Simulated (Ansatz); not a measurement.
# Two runs on SnO

System: SnO (Cmme, 4 atoms in the cell).
Method of run A: DFT PBE, scalar-relativistic, plane waves, PAW, no spin polarisation (Ansatz 0.2.0).

The structure derives from an entry of the Crystallography Open Database. Text and figures count atoms from 1; the logs count them from 0 in places.

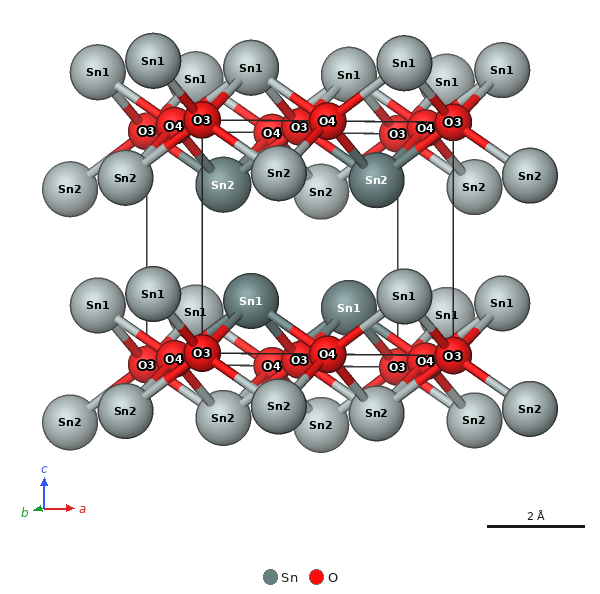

The structure (ball-and-stick view of the cell 2 times as large as that of the calculation, set on its symmetry axes, seen at an oblique angle; neighbours outside the cell are drawn fainter; atoms are numbered from 1 in the order of the input). An atom can appear more than once, as a periodic image.

**The input, run A**
```yaml
crystal:
  lattice:
    - [3.802, -0.03802, 0.0]
    - [-0.03802, 3.802, 0.0]
    - [0.0, 0.0, 4.836]
  atoms:
    - { symbol: Sn, position: [0.0, 0.5, 0.2385] }
    - { symbol: Sn, position: [0.5, 0.0, 0.7615] }
    - { symbol: O, position: [0.0, 0.0, 0.0] }
    - { symbol: O, position: [0.5, 0.5, 0.0] }
basis:
  ecutwfc: 420
kpoints:
  mp_grid: { grid: [12, 12, 10] }
hamiltonian:
  xc: pbe
scf:
  occupations: { method: gaussian, width: 0.15 }
output:
  forces: true
  stress: true
  eigenvalues: true
```

Command:
```bash
ansatz run input.yaml --threads 1 --pin off --max-ram 2560MiB --backend cpu --events-out ev --progress --plain --runs-dir out
```

Hardware: 1 thread of Intel Xeon (Granite Rapids), 192 GiB of memory available, shared host.

**Output, shortened to warnings, some set-up lines, iterations and results (run A)**
```
Basis set: ecut = 420 eV, 1365 PW (Γ), exchange–correlation on 54×54×72 points (8 copies of the dense FFT grid, shifted against one another)
Symmetry: 8 space group operations
k-points: 258 of 1440
Initial density: superposition of atomic densities (neutral atoms: chi_scale 0, normalization atom), corrected by the library's trained network
[...]
SCF iter   1: F=—  HF=-13183.347180 eV  |F-HF|=—  |Δ(HF+E_count)|=         —  Δρ=1.57e-3  dr2=1.02e-3  ethr=1.77e-3  ⟨swp⟩=5.5  Hψ=27543  notcnv=0
SCF iter   2: F=—  HF=-13183.347058 eV  |F-HF|=—  |Δ(HF+E_count)|=   1.22e-4  Δρ=9.64e-4  dr2=5.92e-4  ethr=2.55e-6  ⟨swp⟩=2.2  Hψ=13484  notcnv=0
SCF iter   3: F=—  HF=-13183.347406 eV  |F-HF|=—  |Δ(HF+E_count)|=   3.47e-4  Δρ=4.73e-4  dr2=1.08e-4  ethr=1.48e-6  ⟨swp⟩=2.2  Hψ=10632  notcnv=0
SCF iter   4: F=—  HF=-13183.347390 eV  |F-HF|=—  |Δ(HF+E_count)|=   1.60e-5  Δρ=1.56e-4  dr2=1.57e-5  ethr=2.69e-7  ⟨swp⟩=2.4  Hψ=9827  notcnv=0
SCF iter   5: F=—  HF=-13183.347382 eV  |F-HF|=—  |Δ(HF+E_count)|=   7.39e-6  Δρ=7.80e-5  dr2=4.61e-6  ethr=3.92e-8  ⟨swp⟩=3.0  Hψ=11348  notcnv=0
SCF iter   6: F=—  HF=-13183.347384 eV  |F-HF|=—  |Δ(HF+E_count)|=   1.56e-6  Δρ=3.16e-5  dr2=9.07e-7  ethr=1.15e-8  ⟨swp⟩=2.0  Hψ=8304  notcnv=0
SCF iter   7: F=-13183.347384 eV  HF=-13183.347384 eV  |F-HF|=2.92e-8  |Δ(HF+E_count)|=   2.10e-7  Δρ=8.68e-6  dr2=7.61e-8  ethr=2.50e-10  ⟨swp⟩=4.0  Hψ=26921  notcnv=0
SCF 1 converged in 7 iterations: F = -13183.347384 eV  dr2 = 7.61e-8
SCF converged after 7 iterations
Free energy (F): -13183.347384 eV
Harris-Foulkes:  -13183.347384 eV  (|F-HF|=2.92e-8)
Internal energy: -13183.346298 eV  (E = F + TS)
E sigma→0 (E₀):  -13183.346841 eV
Entropy (-TS):   -0.001086 eV (-0.272 meV/atom)
Fermi energy:    10.161247 eV
--- Per-component energies (eV) ---
  E_band       = -183.079578
  E_kinetic    = 724.920961
  E_local      = -2662.047236  (includes V_loc(G=0)·N_el)
  E_nonlocal   = 32.221349
  E_hartree    = 1442.630694
  E_xc         = -913.196395
  E_vxc        = -380.973472  (∫ρ·V_xc dr)
  E_paw        = -8589.341535  (= ΣΔE_a)
  E_vpaw       = -782.466627  (= ΣTr[D̂ρ^β])
  E_aug_tail   = 0.004838  (compensation charges beyond the density's cutoff)
  E_ewald      = -3218.538973
  E_smearing   = -0.001086  (= −TS)
  E_closure    = -0.000000  (closes the sum)
  Σ components = -13183.347384   (vs F -13183.347384, Δ=0.00e0)
--- Forces (eV/Å), atoms counted from 1 ---
  atom   1  Sn     0.00000000    -0.00000000     0.35267095
  atom   2  Sn    -0.00000000    -0.00000000    -0.35267095
  atom   3  O      0.00000000     0.00000000    -0.00000000
  atom   4  O     -0.00000000     0.00000000     0.00000000
  max |Σ_I F_I| component: 5.55e-17 eV/Å
--- Stress (GPa, compression-positive) ---
        4.621712       1.673006      -0.000000
        1.673006       4.621712      -0.000000
       -0.000000      -0.000000       3.380046
  P = ⅓ Tr σ = 4.2078 GPa (42.078 kbar)
```

The input of run B differs as follows (lines with − go, lines with + come):
```diff
-    - [3.802, -0.03802, 0.0]
-    - [-0.03802, 3.802, 0.0]
+    - [3.802, 0.0332675, 0.0]
+    - [0.0332675, 3.802, 0.0]
```

What does this change do to the results?

With the same functional and potentials, run B lies 0.44 meV per atom lower. The number of SCF iterations is the same.

**Output, shortened to warnings, some set-up lines, iterations and results (run B)**
```
Basis set: ecut = 420 eV, 1365 PW (Γ), exchange–correlation on 54×54×72 points (8 copies of the dense FFT grid, shifted against one another)
Symmetry: 8 space group operations
k-points: 258 of 1440
Initial density: superposition of atomic densities (neutral atoms: chi_scale 0, normalization atom), corrected by the library's trained network
[...]
SCF iter   1: F=—  HF=-13183.348937 eV  |F-HF|=—  |Δ(HF+E_count)|=         —  Δρ=1.57e-3  dr2=1.01e-3  ethr=1.77e-3  ⟨swp⟩=5.5  Hψ=27537  notcnv=0
SCF iter   2: F=—  HF=-13183.348812 eV  |F-HF|=—  |Δ(HF+E_count)|=   1.25e-4  Δρ=9.62e-4  dr2=5.90e-4  ethr=2.53e-6  ⟨swp⟩=2.2  Hψ=13509  notcnv=0
SCF iter   3: F=—  HF=-13183.349160 eV  |F-HF|=—  |Δ(HF+E_count)|=   3.48e-4  Δρ=4.70e-4  dr2=1.06e-4  ethr=1.47e-6  ⟨swp⟩=2.2  Hψ=10638  notcnv=0
SCF iter   4: F=—  HF=-13183.349143 eV  |F-HF|=—  |Δ(HF+E_count)|=   1.65e-5  Δρ=1.55e-4  dr2=1.54e-5  ethr=2.66e-7  ⟨swp⟩=2.5  Hψ=9936  notcnv=0
SCF iter   5: F=—  HF=-13183.349137 eV  |F-HF|=—  |Δ(HF+E_count)|=   6.78e-6  Δρ=7.69e-5  dr2=4.53e-6  ethr=3.84e-8  ⟨swp⟩=3.0  Hψ=11349  notcnv=0
SCF iter   6: F=—  HF=-13183.349138 eV  |F-HF|=—  |Δ(HF+E_count)|=   1.57e-6  Δρ=3.14e-5  dr2=9.06e-7  ethr=1.13e-8  ⟨swp⟩=2.0  Hψ=8272  notcnv=0
SCF iter   7: F=-13183.349138 eV  HF=-13183.349138 eV  |F-HF|=3.12e-8  |Δ(HF+E_count)|=   2.11e-7  Δρ=8.57e-6  dr2=7.40e-8  ethr=2.50e-10  ⟨swp⟩=4.0  Hψ=26951  notcnv=0
SCF 1 converged in 7 iterations: F = -13183.349138 eV  dr2 = 7.40e-8
SCF converged after 7 iterations
Free energy (F): -13183.349138 eV
Harris-Foulkes:  -13183.349138 eV  (|F-HF|=3.12e-8)
Internal energy: -13183.348055 eV  (E = F + TS)
E sigma→0 (E₀):  -13183.348597 eV
Entropy (-TS):   -0.001084 eV (-0.271 meV/atom)
Fermi energy:    10.160863 eV
--- Per-component energies (eV) ---
  E_band       = -183.097535
  E_kinetic    = 724.919161
  E_local      = -2662.102523  (includes V_loc(G=0)·N_el)
  E_nonlocal   = 32.221063
  E_hartree    = 1442.650579
  E_xc         = -913.195690
  E_vxc        = -380.972576  (∫ρ·V_xc dr)
  E_paw        = -8589.342313  (= ΣΔE_a)
  E_vpaw       = -782.467817  (= ΣTr[D̂ρ^β])
  E_aug_tail   = 0.004840  (compensation charges beyond the density's cutoff)
  E_ewald      = -3218.503171
  E_smearing   = -0.001084  (= −TS)
  E_closure    = -0.000000  (closes the sum)
  Σ components = -13183.349138   (vs F -13183.349138, Δ=0.00e0)
--- Forces (eV/Å), atoms counted from 1 ---
  atom   1  Sn     0.00000000     0.00000000     0.35256374
  atom   2  Sn     0.00000000     0.00000000    -0.35256374
  atom   3  O      0.00000000     0.00000000     0.00000000
  atom   4  O      0.00000000     0.00000000    -0.00000000
  max |Σ_I F_I| component: 2.60e-18 eV/Å
--- Stress (GPa, compression-positive) ---
        4.615695      -1.463729       0.000000
       -1.463729       4.615695       0.000000
        0.000000       0.000000       3.377780
  P = ⅓ Tr σ = 4.2031 GPa (42.031 kbar)
```

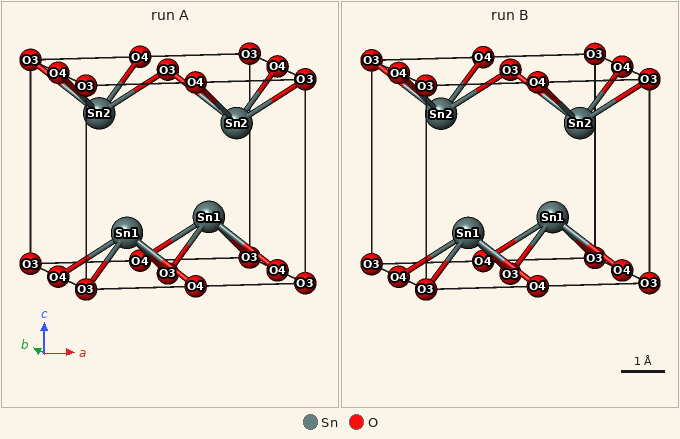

The two input geometries at one scale (ball-and-stick view of the cell 2 times as large as that of the calculation, set on its symmetry axes, seen slightly off an axis). No atom moves by more than 0.005 Å relative to the cell. The drawn cell changes at constant volume: a 5.323 → 5.424 Å (+1.9 %), b 5.431 → 5.330 Å (−1.9 %), c stays at 4.836 Å.

**The two runs side by side**

| quantity | run A | run B |
| --- | --- | --- |
| outcome | converged | converged |
| free energy per atom (eV) | −3295.8368 | −3295.8373 |
| gap on the mesh (eV) | 0.00 | 0.00 |
| pressure (GPa) | 4.21 | 4.20 |
| largest force (eV/Å) | 0.353 | 0.353 |
| SCF iterations | 7 | 7 |
| irreducible k-points | 258 | 258 |
| plane waves at Γ | 1365 | 1365 |
| wall time (shared host) | 11 s | 11 s |
